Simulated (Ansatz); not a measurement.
A series of calculations on S₃₂Pb₃₁

**1. Relaxation**

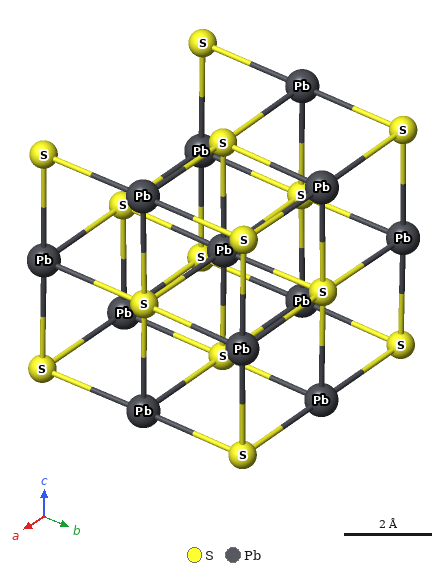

This is the input geometry for a relaxation of a defect cell of composition S32Pb31 (cell charge +1). The picture is a ball-and-stick view of the atoms within 5.8 Å of the atom that moves most (axes of the cell of the calculation), seen from a free direction.

These are results of DFT, PBEsol, PAW, plane waves (Ansatz), not measurements.

Settings: plane-wave cutoff 420 eV; k-point mesh 1 × 1 × 1; mesh shifted by (0.25, 0.25, 0.25); collinear spin; atoms relaxed in a fixed cell; force threshold 0.03 eV/Å; at most 80 steps.

```
S Pb
1.0
    11.80000    0.00000    0.00000
     0.00000   11.80000    0.00000
     0.00000    0.00000   11.80000
S Pb
32 31
Direct
  0.25321 0.99789 0.00156
  0.24799 0.99961 0.50074
  0.25057 0.49774 0.00085
  0.24963 0.50020 0.50150
  0.75039 0.99865 0.99848
  0.75028 0.00117 0.50107
  0.75472 0.50194 0.00019
  0.74934 0.50075 0.49659
  0.99953 0.25017 0.99905
  0.00004 0.24962 0.50118
  0.99816 0.75063 0.99902
  0.99897 0.74720 0.50194
  0.50060 0.25206 0.99980
  0.50186 0.24876 0.49751
  0.49964 0.74926 0.00036
  0.49925 0.74963 0.49806
  0.99802 0.00211 0.24914
  0.99863 0.00070 0.74938
  0.00089 0.50290 0.25144
  0.99834 0.50189 0.75185
  0.49744 0.99809 0.24985
  0.49790 0.99783 0.75031
  0.49997 0.50043 0.25093
  0.50075 0.50034 0.75067
  0.24926 0.25110 0.25302
  0.25071 0.25007 0.75153
  0.25139 0.74810 0.24856
  0.25162 0.75058 0.75115
  0.75069 0.24831 0.24936
  0.74711 0.25044 0.75261
  0.74713 0.75047 0.24796
  0.74804 0.74987 0.75132
  0.00311 0.99956 0.00133
  0.99815 0.99741 0.49945
  0.99748 0.50081 0.99946
  0.99934 0.49973 0.49877
  0.50297 0.99848 0.00032
  0.50308 0.99992 0.49693
  0.49769 0.50174 0.99991
  0.24724 0.25277 0.00043
  0.25020 0.25062 0.50157
  0.24873 0.74846 0.00089
  0.24942 0.74895 0.50199
  0.75243 0.24977 0.99772
  0.75009 0.24914 0.50114
  0.75037 0.75097 0.00017
  0.74974 0.74928 0.50002
  0.24846 0.99999 0.24913
  0.24737 0.00392 0.74835
  0.25103 0.49794 0.25001
  0.25151 0.49930 0.75332
  0.75350 0.00045 0.24873
  0.75060 0.00119 0.74985
  0.74873 0.50092 0.24937
  0.74835 0.49959 0.75062
  0.00150 0.24719 0.24768
  0.00112 0.24892 0.75149
  0.00036 0.75076 0.25100
  0.00164 0.74927 0.74926
  0.49869 0.25116 0.24904
  0.50215 0.25148 0.74985
  0.50113 0.75360 0.24891
  0.49860 0.74874 0.75289
```

> What does the optimiser find from here?

The atom that moves furthest is Pb62 (0.13 Å roughly along [0 −3 2]). By element the largest moves are Pb 0.13 Å, S 0.07 Å. The lattice vectors keep their values. Near-neighbour distances that change, for instance: S21–Pb62 2.885 → 3.015 Å, S23–Pb62 2.988 → 2.883 Å, S3–Pb50 2.940 → 3.031 Å, S4–Pb50 2.968 → 2.883 Å. Bond angles that change, for instance: S16–Pb62–S23 88.6° → 94.4°, S15–Pb62–S21 91.2° → 87.5°, S21–Pb62–S31 91.6° → 88.7°. Over 3 geometry steps the energy falls by 0.412 eV per cell of the calculation. Largest force component: 0.43 eV/Å at the start, 0.017 eV/Å at the end.

History of the run:

| step | E − E(0), meV/atom | largest force component, eV/Å |
| --- | --- | --- |
| 0 | 0.00 | 0.4327 |
| 1 | -4.08 | 0.2748 |
| 2 | -6.51 | 0.0426 |
| 3 | -6.54 | 0.0174 |

After the run, drawn alike:

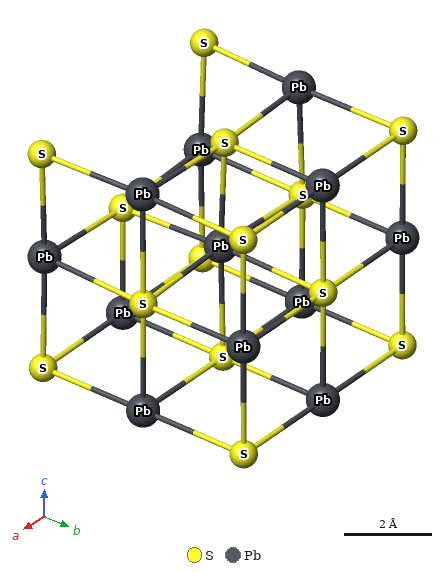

Limits of the set-up: the cell is charged, on a uniform background, and energies carry no finite-size correction.

**2. Relaxation**

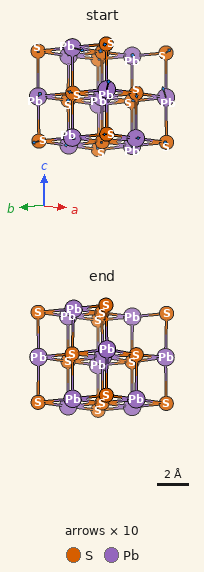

The structure of a defect cell of composition S32Pb31 (cell charge −1) before (top) and after (bottom) a relaxation, at one scale. The blue arrows give the displacements, magnified 10 times.

Style: ball-and-stick. Shown: the atoms within 5.8 Å of the atom that moves most (axes of the cell of the calculation), from a free direction.

Computed with DFT, PBEsol, PAW, plane waves (Ansatz 0.2.0). (plane-wave cutoff 420 eV; k-point mesh 1 × 1 × 1; mesh shifted by (0.25, 0.25, 0.25); collinear spin; atoms relaxed in a fixed cell; force threshold 0.03 eV/Å; at most 80 steps)

**Describe what moved and what it gained.**

The energy falls by 0.480 eV per cell of the calculation in 3 geometry steps. Largest force component: 0.47 eV/Å at the start, 0.017 eV/Å at the end. The largest move is that of a Pb atom, 0.14 Å roughly along [0 −3 2]. Largest moves by element: Pb 0.14 Å, S 0.06 Å. The cell doesn't change. Near-neighbour distances that change, for instance: Pb–S 2.885 → 3.020 Å, Pb–S 2.988 → 2.882 Å, Pb–S 2.933 → 3.026 Å, Pb–S 3.022 → 2.935 Å. Among the angles between lasting bonds that change: S–Pb–S 88.6° → 93.9°, S–Pb–S 91.2° → 87.1°, S–Pb–S 88.5° → 91.5°. The program noted that the starting moments weren't kept.

Limits of the set-up: the cell is charged, on a uniform background, and energies carry no finite-size correction.

**3. Defect**

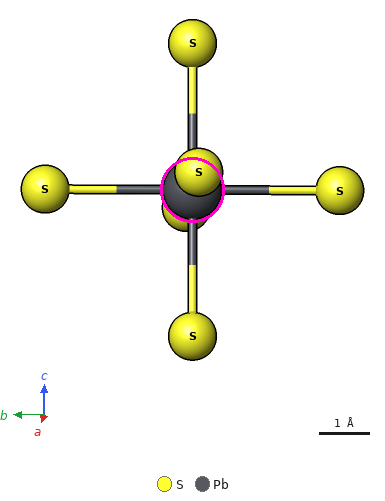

Perfect PbS. A ball-and-stick model of the atoms within 3.8 Å of one point, seen from a free direction.

All numbers below come from Ansatz 0.2.0, DFT, PBEsol, PAW, plane waves. Settings: plane-wave cutoff 420 eV; k-point mesh 1 × 1 × 1; mesh shifted by (0.25, 0.25, 0.25); collinear spin. Fermi-Dirac smearing of 0.01 eV. The axes drawn are those of the host's conventional cell.

A lead atom is taken out (a vacancy) at the ringed place, in charge state 0. The supercell has 64 sites, and the atoms are relaxed at the host's cell.

### Predict the relaxed surroundings of the defect.

Around the empty Pb site the host had 6 S at 2.95 Å; after relaxation the nearest atoms are 6 S at 2.99 to 3.00 Å. Of the host's atoms, a lead atom moves furthest from its site, by 0.11 Å. The cell's net moment is 1.82 μB.

The relaxed defect, seen from the same direction:

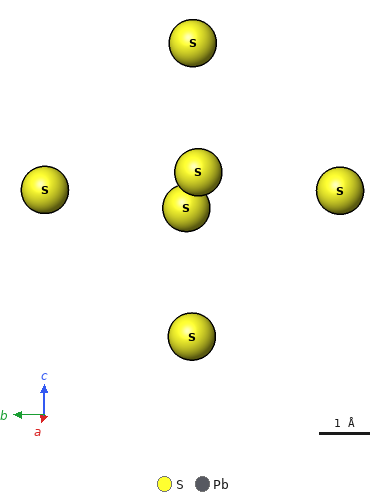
